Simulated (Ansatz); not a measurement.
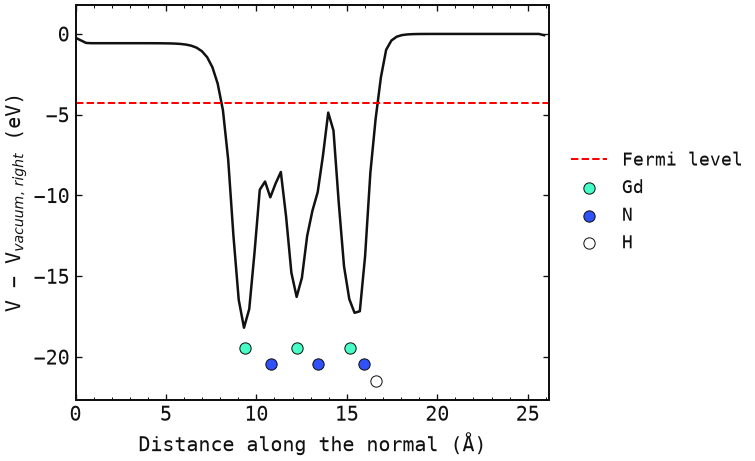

Plane-averaged electrostatic potential energy of an electron across the slab; circles at the bottom mark the heights of the atoms (positions after relaxation).

System: a (111) slab cut from GdN (Fm-3m), of composition Gd3HN3 (not the bulk's), ended by N above and Gd below, 7 atoms in the cell. Starting structure of the relaxation:

```xyz
7
Lattice="3.5245 0.0000 0.0000 -1.7623 3.0523 0.0000 0.0000 0.0000 26.1944" Properties=species:S:1:pos:R:3 pbc="T T T"
Gd    0.0000    2.0349    8.5000
N     1.7623    1.0174    9.9389
Gd    0.0000    0.0000   11.3777
N     0.0000    2.0349   12.5526
Gd    1.7623    1.0174   14.2975
N     0.0000    0.0000   15.0705
H    -0.4406    0.7631   16.1305
```

Level of theory: DFT PBE, scalar-relativistic, plane waves, PAW, spin-polarised, 9×9×1 k mesh, 420 eV cutoff, Gaussian smearing of 0.1 eV; code Ansatz.

**What is the work function?**

The work function is 4.30 eV at the right face and 3.72 eV at the left.

**How thick are slab and vacuum?**

The outermost atoms are 7.3 Å apart, which leaves 18.9 Å of vacuum in a cell 26.2 Å high.

The run may have settled in a state above the lowest, so this need not be the ground state. Spin-orbit coupling is left out, which matters for Gd.
